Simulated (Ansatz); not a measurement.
**TiAl₃: density, localisation and related maps**

```cif
data_structure
_symmetry_space_group_name_H-M 'P 1'
_symmetry_Int_Tables_number 1
_cell_length_a 5.5942
_cell_length_b 5.5942
_cell_length_c 6.8514
_cell_angle_alpha 90.000
_cell_angle_beta 90.000
_cell_angle_gamma 120.000
_cell_volume 185.69
loop_
_atom_site_label
_atom_site_type_symbol
_atom_site_fract_x
_atom_site_fract_y
_atom_site_fract_z
_atom_site_occupancy
Ti1 Ti 0.00000 0.00000 0.02554 1
Ti2 Ti 0.66667 0.33333 0.35888 1
Ti3 Ti 0.33333 0.66667 0.69221 1
Al1 Al 0.50000 0.00000 0.00000 1
Al2 Al 0.16667 0.33333 0.33333 1
Al3 Al 0.83333 0.66667 0.66667 1
Al4 Al 0.50000 0.50000 0.00000 1
Al5 Al 0.16667 0.83333 0.33333 1
Al6 Al 0.83333 0.16667 0.66667 1
Al7 Al 0.00000 0.50000 0.00000 1
Al8 Al 0.66667 0.83333 0.33333 1
Al9 Al 0.33333 0.16667 0.66667 1
```

Space group R3m; a structure from a database of computed crystals, not necessarily the ambient phase; changed on purpose from its base cell (atom 1 (Ti) moved +0.175 A along Cartesian [1 1 1]); not relaxed (largest force 1.8 eV/Å); computed without spin polarisation.

Method: DFT r2SCAN, scalar-relativistic, plane waves, PAW in Ansatz 0.2.0.

In a PAW calculation such maps are meaningful between the atoms, not at the nuclei.

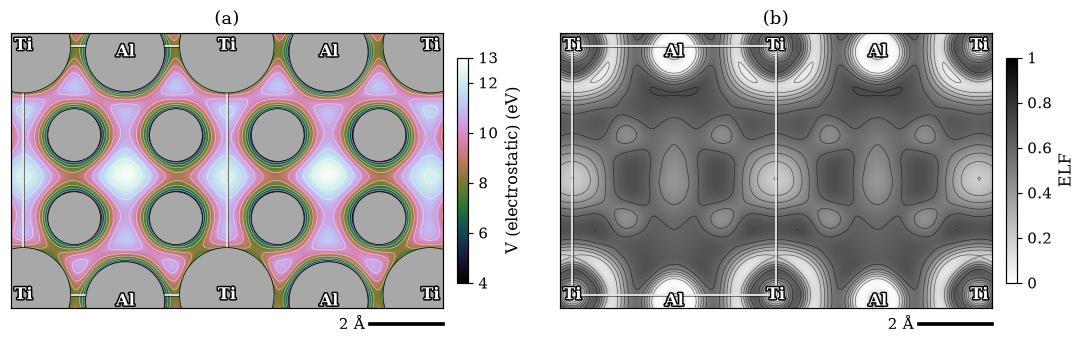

Figure 1. (a) electrostatic potential energy of an electron; (b) ELF on the (100) plane of the conventional cell. Grey discs cover the atomic cores in the potential map.

> Interpret the plot.

The plane passes through Ti and Al nuclei.
Atoms just off the plane (Al, 0.8 Å away) can leave unmarked features too.
Ti–Al (2.80 Å): the ELF is about 0.35 at the midpoint.
The features right at Ti lie inside the PAW spheres, where the map follows smoothed inner orbitals and isn't to be read closely.
Outside the cores the potential energy rises away from the atoms and is highest about 1.9 Å from the nearest atoms; its zero is arbitrary.

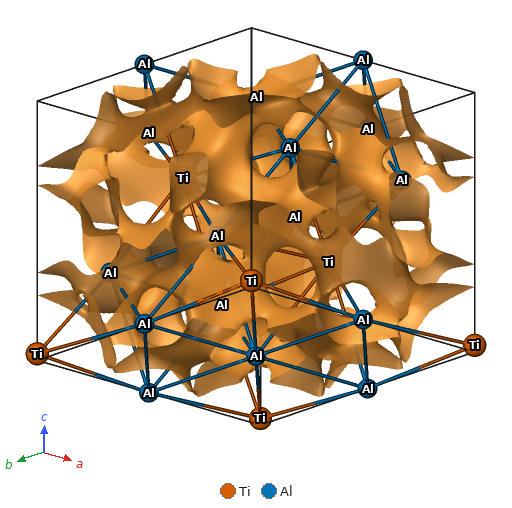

Figure 2. Isosurface of the ELF at 0.6 (orange), seen at an oblique angle. Only the valence region is drawn (cores and ρ < 0.01 e/Å³ removed). Sticks mark near contacts.

> What do the ELF domains correspond to?

The surface consists of one network that runs through the whole crystal, counted in one cell of 12 atoms. Regions shared between cells count once. Profiles from the grid: Ti–Al (2.66 Å): the ELF is about 0.35 at the midpoint. Al–Al (2.80 Å): the ELF peaks at about 0.70 between the atoms.

> Metal or insulator at this level of theory?

It is metallic or semimetallic at this level of theory: no gap opens.
